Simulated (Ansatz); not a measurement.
## Run report: C24Cl, single-point calculation (part 2 of 3)

Continued. System: C24Cl (slab, 25 atoms in the cell). Method: DFT PBE+D3(BJ), scalar-relativistic, plane waves, PAW, PAW set soft_1, spin-polarised (Ansatz 0.2.0); cutoff 420 eV, 6×4×1 k-mesh, Gaussian smearing of 0.05 eV, collinear spins. The structure derives from an entry of the Crystallography Open Database.

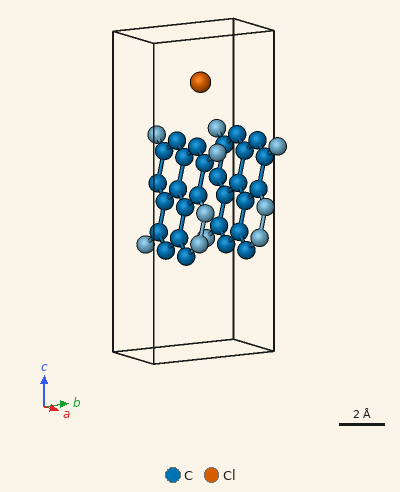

The structure as given in the input (ball-and-stick view of the cell of the calculation, with the vacuum cut short, seen slightly off an axis; neighbours outside the cell are drawn fainter). An atom can appear more than once, as a periodic image.

What the program printed, continued
```
SCF iter   1: F=—  HF=-7090.830869 eV  |F-HF|=—  |Δ(HF+E_count)|=         —  Δρ=3.93e-2 (↑3.60e-2 ↓3.93e-2)  dr2=9.12e1  dr2_m=2.94e-1  M=1.497 μB ∫|m|=2.439 μB  β_m=1.00  ethr=3.10e-3  p=-0.000 e·Å  D=-4.87e-8 V/Å  ΔV_dip=0.00 eV  dr2_dipole=2.68e1  V_vac-E_F(+/−)=8.58/8.58 eV  ⟨swp⟩=7.6  Hψ=10799  notcnv=0  defer=263
efield: sawtooth ramp at fractional position 0.8315 (placed from the atoms, in the widest stretch of the axis that holds none; the zero of the levels goes with the place), width 0.0400; the density the first Hamiltonian is built on has a dipole p = -0.000 e·Å; the dipole correction subtracts the counter field D = -4.87e-8 V/Å, which shifts the + side's vacuum level by +0.00 eV against the − side's; the planar-averaged density in the ramp window peaks in size at 2.9e-7 e/Å³
preconditioner: auto → LDOS  [metal: Δε(μ)=0.008 eV  Ē_g=13.799 eV  σ=0.050 eV  W_gap=0.09  n_scr=112 (ndim 8)  ℏωp=13.7 eV  f_vac=0.586  D(μ)=20.55/eV (n_scr^D=150)]
spin=Collinear: LDOS preconditioning applied to the charge; magnetization (m = ρ↑ − ρ↓) channel mixes plain (no charge-response kernel on spin).
SCF iter   2: F=—  HF=-7084.365680 eV  |F-HF|=—  |Δ(HF+E_count)|=    6.47e0  Δρ=2.83e-2 (↑2.65e-2 ↓2.83e-2)  dr2=6.65e1  dr2_m=1.28e-1  M=1.465 μB ∫|m|=3.476 μB  β_m=1.00  ethr=3.10e-3  p=0.013 e·Å  D=3.15e-3 V/Å  ΔV_dip=-0.07 eV  dr2_dipole=2.20e1  V_vac-E_F(+/−)=8.30/8.37 eV  ⟨swp⟩=2.1  Hψ=4125  notcnv=0  defer=504  κ⁻¹=1.0e0(r=1)
SCF iter   3: F=—  HF=-7079.131000 eV  |F-HF|=—  |Δ(HF+E_count)|=    5.23e0  Δρ=1.88e-2 (↑1.51e-2 ↓1.88e-2)  dr2=1.11e1  dr2_m=7.05e-1  M=-0.104 μB ∫|m|=2.930 μB  β_m=0.30  ethr=3.10e-3  p=0.107 e·Å  D=2.58e-2 V/Å  ΔV_dip=-0.57 eV  dr2_dipole=3.09e-1  V_vac-E_F(+/−)=7.26/7.83 eV  ⟨swp⟩=3.0  Hψ=3635  notcnv=0  defer=504  κ⁻¹=1.5e-2(r=2)
SCF iter   4: F=—  HF=-7078.723473 eV  |F-HF|=—  |Δ(HF+E_count)|=   4.08e-1  Δρ=1.25e-2 (↑1.15e-2 ↓1.25e-2)  dr2=3.88e0  dr2_m=5.69e-1  M=0.203 μB ∫|m|=3.483 μB  β_m=0.30  ethr=3.10e-3  p=0.074 e·Å  D=1.79e-2 V/Å  ΔV_dip=-0.40 eV  dr2_dipole=1.34e-1  V_vac-E_F(+/−)=7.47/7.87 eV  ⟨swp⟩=2.0  Hψ=4104  notcnv=0  defer=520  κ⁻¹=8.1e-3(r=3)
SCF iter   5: F=—  HF=-7078.865504 eV  |F-HF|=—  |Δ(HF+E_count)|=   1.42e-1  Δρ=1.28e-2 (↑9.60e-3 ↓1.28e-2)  dr2=2.23e0  dr2_m=6.46e-1  M=0.429 μB ∫|m|=4.049 μB  β_m=0.30  ethr=3.10e-3  p=0.061 e·Å  D=1.48e-2 V/Å  ΔV_dip=-0.33 eV  dr2_dipole=9.90e-2  V_vac-E_F(+/−)=7.39/7.72 eV  ⟨swp⟩=1.0  Hψ=1944  notcnv=0  defer=516  κ⁻¹=2.6e-3(r=4)
SCF iter   6: F=—  HF=-7079.059978 eV  |F-HF|=—  |Δ(HF+E_count)|=   1.94e-1  Δρ=1.20e-2 (↑8.70e-3 ↓1.20e-2)  dr2=1.63e0  dr2_m=6.08e-1  M=0.887 μB ∫|m|=4.869 μB  β_m=0.30  ethr=2.17e-3  p=0.022 e·Å  D=5.18e-3 V/Å  ΔV_dip=-0.12 eV  dr2_dipole=1.85e-1  V_vac-E_F(+/−)=7.43/7.55 eV  ⟨swp⟩=1.0  Hψ=2192  notcnv=0  defer=516  κ⁻¹=5.7e-4(r=5)
SCF iter   7: F=—  HF=-7079.305566 eV  |F-HF|=—  |Δ(HF+E_count)|=   2.46e-1  Δρ=1.22e-2 (↑8.47e-3 ↓1.22e-2)  dr2=1.59e0  dr2_m=6.52e-1  M=1.309 μB ∫|m|=5.821 μB  β_m=0.30  ethr=1.58e-3  p=-0.026 e·Å  D=-6.18e-3 V/Å  ΔV_dip=0.14 eV  dr2_dipole=4.75e-1  V_vac-E_F(+/−)=7.50/7.37 eV  ⟨swp⟩=1.1  Hψ=1943  notcnv=0  defer=516  κ⁻¹=1.9e-4(r=6)
SCF iter   8: F=—  HF=-7079.579482 eV  |F-HF|=—  |Δ(HF+E_count)|=   2.74e-1  Δρ=1.20e-2 (↑7.16e-3 ↓1.20e-2)  dr2=2.18e0  dr2_m=5.74e-1  M=1.430 μB ∫|m|=6.431 μB  β_m=0.30  ethr=1.54e-3  p=-0.084 e·Å  D=-2.01e-2 V/Å  ΔV_dip=0.45 eV  dr2_dipole=9.43e-1  V_vac-E_F(+/−)=7.57/7.13 eV  ⟨swp⟩=1.6  Hψ=2085  notcnv=0  defer=516  κ⁻¹=6.2e-5(r=7)
SCF iter   9: F=—  HF=-7079.757768 eV  |F-HF|=—  |Δ(HF+E_count)|=   1.78e-1  Δρ=8.98e-3 (↑6.37e-3 ↓8.98e-3)  dr2=8.65e-1  dr2_m=2.98e-1  M=1.613 μB ∫|m|=6.511 μB  β_m=0.30  ethr=1.54e-3  p=-0.206 e·Å  D=-4.96e-2 V/Å  ΔV_dip=1.10 eV  dr2_dipole=1.63e-3  V_vac-E_F(+/−)=7.80/6.70 eV  ⟨swp⟩=2.1  Hψ=2379  notcnv=0  defer=508  κ⁻¹=5.9e-5(r=8)
SCF iter  10: F=—  HF=-7079.917053 eV  |F-HF|=—  |Δ(HF+E_count)|=   1.59e-1  Δρ=1.07e-2 (↑5.19e-3 ↓1.07e-2)  dr2=1.86e0  dr2_m=3.49e-1  M=1.625 μB ∫|m|=6.946 μB  β_m=0.30  ethr=8.40e-4  p=-0.214 e·Å  D=-5.14e-2 V/Å  ΔV_dip=1.14 eV  dr2_dipole=3.54e-1  V_vac-E_F(+/−)=7.70/6.56 eV  ⟨swp⟩=2.0  Hψ=3074  notcnv=0  defer=508  κ⁻¹=6.5e-5(r=8)
SCF iter  11: F=—  HF=-7080.152680 eV  |F-HF|=—  |Δ(HF+E_count)|=   2.36e-1  Δρ=1.17e-2 (↑4.42e-3 ↓1.17e-2)  dr2=3.67e0  dr2_m=3.22e-1  M=1.635 μB ∫|m|=7.426 μB  β_m=1.20  ethr=8.40e-4  p=-0.212 e·Å  D=-5.11e-2 V/Å  ΔV_dip=1.14 eV  dr2_dipole=1.21e0  V_vac-E_F(+/−)=7.67/6.54 eV  ⟨swp⟩=1.5  Hψ=2128  notcnv=0  defer=508
Mixer restart at iter 11: flushing history
spin-set hold released at iteration 11 (site moments contracting): the magnetisation degrees of freedom join the quasi-Newton model from the next iteration; the mixer history was flushed
SCF iter  12: F=—  HF=-7080.424514 eV  |F-HF|=—  |Δ(HF+E_count)|=   2.72e-1  Δρ=6.04e-3 (↑5.14e-3 ↓6.04e-3)  dr2=2.89e0  dr2_m=4.57e-2  M=1.997 μB ∫|m|=8.460 μB  β_m=0.38  ethr=8.40e-4  p=-0.290 e·Å  D=-6.97e-2 V/Å  ΔV_dip=1.55 eV  dr2_dipole=1.16e0  V_vac-E_F(+/−)=7.76/6.21 eV  ⟨swp⟩=2.8  Hψ=2998  notcnv=0  defer=509
density mixer auto → msr1: a metal under ldos (density of states about μ 0.91 of a free-electron gas's, 112 screened modes)
SCF iter  13: F=—  HF=-7080.248396 eV  |F-HF|=—  |Δ(HF+E_count)|=   1.76e-1  Δρ=4.35e-3 (↑4.35e-3 ↓2.97e-3)  dr2=2.89e-1  dr2_m=5.82e-2  M=2.601 μB ∫|m|=8.411 μB  β_m=0.51  ethr=8.40e-4  p=-0.365 e·Å  D=-8.78e-2 V/Å  ΔV_dip=1.95 eV  dr2_dipole=6.77e-2  V_vac-E_F(+/−)=7.85/5.90 eV  ⟨swp⟩=2.0  Hψ=2531  notcnv=0  defer=503
SCF iter  14: F=—  HF=-7080.324960 eV  |F-HF|=—  |Δ(HF+E_count)|=   7.66e-2  Δρ=5.32e-3 (↑3.49e-3 ↓5.32e-3)  dr2=7.07e-1  dr2_m=9.00e-2  M=3.080 μB ∫|m|=8.802 μB  β_m=0.76  ethr=2.80e-4  p=-0.426 e·Å  D=-1.03e-1 V/Å  ΔV_dip=2.28 eV  dr2_dipole=1.74e-1  V_vac-E_F(+/−)=7.82/5.54 eV  ⟨swp⟩=2.1  Hψ=2364  notcnv=0  defer=504  recentre
SCF iter  15: F=—  HF=-7080.346035 eV  |F-HF|=—  |Δ(HF+E_count)|=   2.11e-2  Δρ=3.56e-3 (↑2.68e-3 ↓3.56e-3)  dr2=1.68e-1  dr2_m=4.68e-2  M=3.016 μB ∫|m|=9.090 μB  β_m=0.88  ethr=2.80e-4  p=-0.403 e·Å  D=-9.69e-2 V/Å  ΔV_dip=2.15 eV  dr2_dipole=8.31e-3  V_vac-E_F(+/−)=7.70/5.55 eV  ⟨swp⟩=2.1  Hψ=2984  notcnv=0  defer=496
SCF iter  16: F=—  HF=-7080.416721 eV  |F-HF|=—  |Δ(HF+E_count)|=   7.07e-2  Δρ=4.19e-3 (↑1.69e-3 ↓4.19e-3)  dr2=5.99e-1  dr2_m=3.35e-2  M=3.002 μB ∫|m|=9.581 μB  β_m=0.78  ethr=1.63e-4  p=-0.427 e·Å  D=-1.03e-1 V/Å  ΔV_dip=2.28 eV  dr2_dipole=3.17e-2  V_vac-E_F(+/−)=7.60/5.32 eV  ⟨swp⟩=2.2  Hψ=3157  notcnv=0  defer=496  recentre
SCF iter  17: F=—  HF=-7080.417954 eV  |F-HF|=—  |Δ(HF+E_count)|=   1.23e-3  Δρ=3.16e-3 (↑1.75e-3 ↓3.16e-3)  dr2=3.49e-1  dr2_m=1.69e-2  M=3.000 μB ∫|m|=9.843 μB  β_m=0.77  ethr=1.63e-4  p=-0.439 e·Å  D=-1.06e-1 V/Å  ΔV_dip=2.35 eV  dr2_dipole=3.93e-2  V_vac-E_F(+/−)=7.60/5.26 eV  ⟨swp⟩=2.2  Hψ=3417  notcnv=0  defer=506
SCF iter  18: F=—  HF=-7080.396771 eV  |F-HF|=—  |Δ(HF+E_count)|=   2.12e-2  Δρ=2.02e-3 (↑1.61e-3 ↓2.02e-3)  dr2=2.61e-1  dr2_m=5.69e-3  M=3.000 μB ∫|m|=10.350 μB  β_m=0.71  ethr=1.63e-4  p=-0.453 e·Å  D=-1.09e-1 V/Å  ΔV_dip=2.42 eV  dr2_dipole=2.94e-2  V_vac-E_F(+/−)=7.50/5.08 eV  ⟨swp⟩=2.5  Hψ=3441  notcnv=0  defer=511
SCF iter  19: F=—  HF=-7080.387747 eV  |F-HF|=—  |Δ(HF+E_count)|=   9.02e-3  Δρ=1.60e-3 (↑9.38e-4 ↓1.60e-3)  dr2=1.37e-2  dr2_m=1.01e-2  M=3.000 μB ∫|m|=10.150 μB  β_m=0.71  ethr=1.63e-4  p=-0.437 e·Å  D=-1.05e-1 V/Å  ΔV_dip=2.33 eV  dr2_dipole=2.37e-4  V_vac-E_F(+/−)=7.47/5.13 eV  ⟨swp⟩=1.6  Hψ=2161  notcnv=0  defer=511
SCF iter  20: F=—  HF=-7080.399486 eV  |F-HF|=—  |Δ(HF+E_count)|=   1.17e-2  Δρ=1.04e-3 (↑4.22e-4 ↓1.04e-3)  dr2=1.02e-2  dr2_m=3.41e-3  M=3.000 μB ∫|m|=10.002 μB  β_m=0.86  ethr=1.33e-5  p=-0.436 e·Å  D=-1.05e-1 V/Å  ΔV_dip=2.33 eV  dr2_dipole=4.51e-4  V_vac-E_F(+/−)=7.48/5.15 eV  ⟨swp⟩=2.0  Hψ=3344  notcnv=0  defer=511
SCF iter  21: F=—  HF=-7080.402807 eV  |F-HF|=—  |Δ(HF+E_count)|=   3.32e-3  Δρ=3.51e-4 (↑2.21e-4 ↓3.51e-4)  dr2=3.14e-3  dr2_m=2.58e-4  M=3.000 μB ∫|m|=9.905 μB  β_m=0.80  ethr=9.86e-6  p=-0.439 e·Å  D=-1.06e-1 V/Å  ΔV_dip=2.35 eV  dr2_dipole=4.30e-4  V_vac-E_F(+/−)=7.50/5.15 eV  ⟨swp⟩=2.0  Hψ=3220  notcnv=0  defer=508
SCF iter  22: F=—  HF=-7080.402706 eV  |F-HF|=—  |Δ(HF+E_count)|=   1.01e-4  Δρ=1.56e-4 (↑7.96e-5 ↓1.56e-4)  dr2=3.24e-4  dr2_m=6.36e-5  M=3.000 μB ∫|m|=9.931 μB  β_m=0.87  ethr=3.05e-6  p=-0.442 e·Å  D=-1.06e-1 V/Å  ΔV_dip=2.36 eV  dr2_dipole=2.25e-5  V_vac-E_F(+/−)=7.50/5.14 eV  ⟨swp⟩=2.1  Hψ=2929  notcnv=0  defer=503
SCF iter  23: F=—  HF=-7080.402813 eV  |F-HF|=—  |Δ(HF+E_count)|=   1.07e-4  Δρ=6.88e-5 (↑5.21e-5 ↓6.88e-5)  dr2=1.03e-4  dr2_m=1.37e-5  M=3.000 μB ∫|m|=9.941 μB  β_m=0.84  ethr=3.15e-7  p=-0.442 e·Å  D=-1.06e-1 V/Å  ΔV_dip=2.36 eV  dr2_dipole=1.52e-5  V_vac-E_F(+/−)=7.51/5.14 eV  ⟨swp⟩=2.0  Hψ=2994  notcnv=0  defer=503
SCF iter  24: F=—  HF=-7080.402828 eV  |F-HF|=—  |Δ(HF+E_count)|=   1.49e-5  Δρ=4.12e-5 (↑3.30e-5 ↓4.12e-5)  dr2=3.20e-5  dr2_m=5.45e-6  M=3.000 μB ∫|m|=9.946 μB  β_m=0.83  ethr=9.97e-8  p=-0.442 e·Å  D=-1.06e-1 V/Å  ΔV_dip=2.37 eV  dr2_dipole=5.91e-6  V_vac-E_F(+/−)=7.51/5.14 eV  ⟨swp⟩=2.0  Hψ=3015  notcnv=0  defer=503
SCF iter  25: F=—  HF=-7080.403027 eV  |F-HF|=—  |Δ(HF+E_count)|=   1.99e-4  Δρ=4.72e-5 (↑1.76e-5 ↓4.72e-5)  dr2=5.94e-5  dr2_m=4.59e-6  M=3.000 μB ∫|m|=9.954 μB  β_m=0.79  ethr=3.11e-8  p=-0.442 e·Å  D=-1.06e-1 V/Å  ΔV_dip=2.36 eV  dr2_dipole=1.18e-5  V_vac-E_F(+/−)=7.51/5.14 eV  ⟨swp⟩=2.0  Hψ=3039  notcnv=0  defer=503
SCF iter  26: F=—  HF=-7080.403028 eV  |F-HF|=—  |Δ(HF+E_count)|=   6.81e-7  Δρ=1.21e-5 (↑1.20e-5 ↓1.21e-5)  dr2=6.50e-6  dr2_m=2.48e-7  M=3.000 μB ∫|m|=9.957 μB  β_m=0.75  ethr=3.11e-8  p=-0.442 e·Å  D=-1.06e-1 V/Å  ΔV_dip=2.36 eV  dr2_dipole=8.41e-7  V_vac-E_F(+/−)=7.51/5.14 eV  ⟨swp⟩=2.0  Hψ=2745  notcnv=0  defer=503
SCF iter  27: F=—  HF=-7080.403028 eV  |F-HF|=—  |Δ(HF+E_count)|=   2.97e-7  Δρ=1.12e-5 (↑8.39e-6 ↓1.12e-5)  dr2=3.43e-6  dr2_m=2.95e-7  M=3.000 μB ∫|m|=9.957 μB  β_m=0.83  ethr=6.31e-9  p=-0.442 e·Å  D=-1.06e-1 V/Å  ΔV_dip=2.36 eV  dr2_dipole=8.77e-8  V_vac-E_F(+/−)=7.50/5.14 eV  ⟨swp⟩=2.0  Hψ=2817  notcnv=0  defer=503
SCF iter  28: F=—  HF=-7080.403029 eV  |F-HF|=—  |Δ(HF+E_count)|=   5.33e-7  Δρ=6.97e-6 (↑5.71e-6 ↓6.97e-6)  dr2=1.74e-6  dr2_m=8.34e-8  M=3.000 μB ∫|m|=9.956 μB  β_m=0.91  ethr=3.33e-9  p=-0.442 e·Å  D=-1.06e-1 V/Å  ΔV_dip=2.36 eV  dr2_dipole=1.09e-7  V_vac-E_F(+/−)=7.51/5.14 eV  ⟨swp⟩=2.2  Hψ=2369  notcnv=0  defer=503
SCF iter  29: F=—  HF=-7080.403029 eV  |F-HF|=—  |Δ(HF+E_count)|=   4.99e-7  Δρ=3.82e-6 (↑3.82e-6 ↓2.95e-6)  dr2=5.48e-7  dr2_m=8.31e-9  M=3.000 μB ∫|m|=9.956 μB  β_m=0.75  ethr=1.69e-9  p=-0.442 e·Å  D=-1.06e-1 V/Å  ΔV_dip=2.36 eV  dr2_dipole=4.14e-8  V_vac-E_F(+/−)=7.51/5.14 eV  ⟨swp⟩=2.5  Hψ=2791  notcnv=0  defer=503
SCF iter  30: F=—  HF=-7080.403029 eV  |F-HF|=—  |Δ(HF+E_count)|=   5.80e-8  Δρ=2.25e-6 (↑2.25e-6 ↓1.46e-6)  dr2=1.41e-7  dr2_m=5.39e-9  M=3.000 μB ∫|m|=9.956 μB  β_m=0.77  ethr=5.32e-10  p=-0.442 e·Å  D=-1.06e-1 V/Å  ΔV_dip=2.36 eV  dr2_dipole=9.85e-9  V_vac-E_F(+/−)=7.51/5.14 eV  ⟨swp⟩=2.0  Hψ=2638  notcnv=0  defer=503
SCF iter  31: F=-7080.403029 eV  HF=-7080.403029 eV  |F-HF|=8.10e-8  |Δ(HF+E_count)|=   1.05e-7  Δρ=1.44e-6 (↑1.44e-6 ↓8.22e-7)  dr2=4.17e-8  dr2_m=3.33e-9  M=3.000 μB ∫|m|=9.956 μB  ethr=9.71e-11  p=-0.442 e·Å  D=-1.06e-1 V/Å  ΔV_dip=2.36 eV  dr2_dipole=3.66e-9  V_vac-E_F(+/−)=7.51/5.14 eV  ⟨swp⟩=35.8  Hψ=24044  notcnv=0
SCF 1 converged in 31 iterations: F = -7080.403029 eV  dr2 = 4.17e-8
  greatest PAW one-centre occupation: 0.912 electrons in one spin orbital (limit 2), on the Cl atom at site 24 (counted from 0), in its partial waves of l = 0
WARN: The output density's exchange-correlation potential varies sharply where the density is thin. Do not read a vacuum level from v_tot or v_xc, or from such a field of the output density. On a cell that repeats whose density bears no net charge and no dipole along the vacuum's axis use v_es (v_loc + v_h of the components); under efield.dipole_correction with no amplitude use v_es + v_field, which holds any external_charges[].barrier, or the levels of the report's work_function block, which leave it out; under a non-zero efield.amplitude the vacuum is tilted and has no level; on a cell that repeats and bears such a dipole with no correction it is tilted too, and efield.dipole_correction with no amplitude gives each side of its ramp a level where efield: is served; in a cell that repeats whose density bears a net charge (total_charge, or a fill off its count) it is curved and has none; of a slab under crystal.periodic whose density bears no net charge use v_es, which has a level on each side, short of where the two are joined; of another it falls or rises all the way out and has none; of a slab beside external_charges read slab_vacuum_level instead, which it has where they leave it neutral. The grid or the basis barely resolves most such structure, and the values can differ between equally converged runs; as a rule a tighter scf.convergence.dr2_threshold does not remove it. Where the density itself ripples (under the LDA too) a higher basis.ecutwfc lessens it. The files hold the spikes' plane waves up to the density's cutoff. Files: v_tot_of_output_density and the like, and their columns of v_z.tsv (output.write_potential); v_xc_of_output_density and the like, and their columns of v_comp_z.tsv (output.write_potential_components). Measured: with its Gaussian average of σ = 0.25 Å subtracted twice, the exchange-correlation potential is over 0.1 eV at 2909 of the grid points where the equally averaged density (valence and model cores) is under 1e-3 e/Å³, and 0.923 eV at the most among them, at an averaged density of 9.7e-4 e/Å³. The input density's (outcome.potential() and, of a run that writes arrays, v_tot and v_xc) is over 0.1 eV, so measured, at 2431 points of its own thin density, 0.921 eV at the most. See output.write_potential in the manual, Limitations
SCF converged after 31 iterations
Magnetization: 3.0000 μB (53.0000 up, 50.0000 down)
Absolute magnetization: 9.9729 μB (∫|ρ↑−ρ↓|, with the PAW one-centre terms)
Spin contamination: 3.0494 ħ² per cell (⟨S²⟩ above its minimum at these occupations)
Per-site moments (μB) at R_I (Å): [(0.43086047313429077, 0.5870470483132835), (0.43674352456448123, 0.5870470483132835), (0.4332528892901036, 0.5870470483132837), (0.4367065781411592, 0.5870470483132837), (-0.012687840075895351, 0.5870470478632424), (-0.012026919738830221, 0.5870470478047728), (-0.012879431000559733, 0.5870470478632424), (-0.007946182432646113, 0.5870470478047728), (0.06428462888466648, 0.5834366130247636), (0.049857203340699235, 0.5834366131427697), (0.06297044116997114, 0.5834366130247637), (0.0714619693111313, 0.5834366131427697), (-0.061634919558791204, 0.5834366130247637), (-0.028383725551717857, 0.5834366131427697), (-0.06536602065763199, 0.5834366130247636), (-0.02836394791538647, 0.5834366131427697), (0.028107021467810078, 0.5690668330822445), (0.016602167689118933, 0.5690668330822445), (0.02487604172035709, 0.5690668330822445), (0.01667585663687788, 0.5690668330822445), (-0.35767755510616867, 0.5690668330822445), (0.2604182503700743, 0.5690668330822445), (-0.3154485853787408, 0.5690668330822445), (-0.329923537947951, 0.5690668330822445), (0.22447952336357394, 1.252682853058664)]
Free energy (F): -7080.403029 eV
Harris-Foulkes:  -7080.403029 eV  (|F-HF|=8.10e-8)
Internal energy: -7080.391931 eV  (E = F + TS)
E sigma→0 (E₀):  -7080.397480 eV
Entropy (-TS):   -0.011098 eV (-0.444 meV/atom)
Fermi energy:    -2.409784 eV
Dipole field:    D = -0.106295 V/Å  (p = -0.441935 e·Å, saw-weighted, corrected)
Work function:   Φ+ = 7.5057 eV   Φ− = 5.1430 eV
Levels:          The Fermi level and band energies are counted from a zero that moves with the ramp; work functions are not
--- Per-component energies (eV) ---
  E_band       = -1087.511536
  E_kinetic    = 2234.630405
  E_local      = -51355.850488  (includes V_loc(G=0)·N_el)
  E_nonlocal   = 599.836692
  E_hartree    = 24557.264784
  E_xc         = -1217.720849
  E_vxc        = -1481.289028  (∫ρ·V_xc dr)
  E_paw        = -3058.541222  (= ΣΔE_a)
  E_vpaw       = -188.179414  (= ΣTr[D̂ρ^β])
  E_aug_tail   = 0.000500  (compensation charges beyond the density's cutoff)
  E_efield     = 0.023488  (sawtooth field / dipole correction)
  E_vefield    = -11.201173  (∫n·V_field dr)
  E_ewald      = 21162.909015
  E_disp       = -2.944254  (pairwise vdW)
  E_smearing   = -0.011098  (= −TS)
  E_closure    = 0.000000  (closes the sum)
  Σ components = -7080.403029   (vs F -7080.403029, Δ=0.00e0)
```
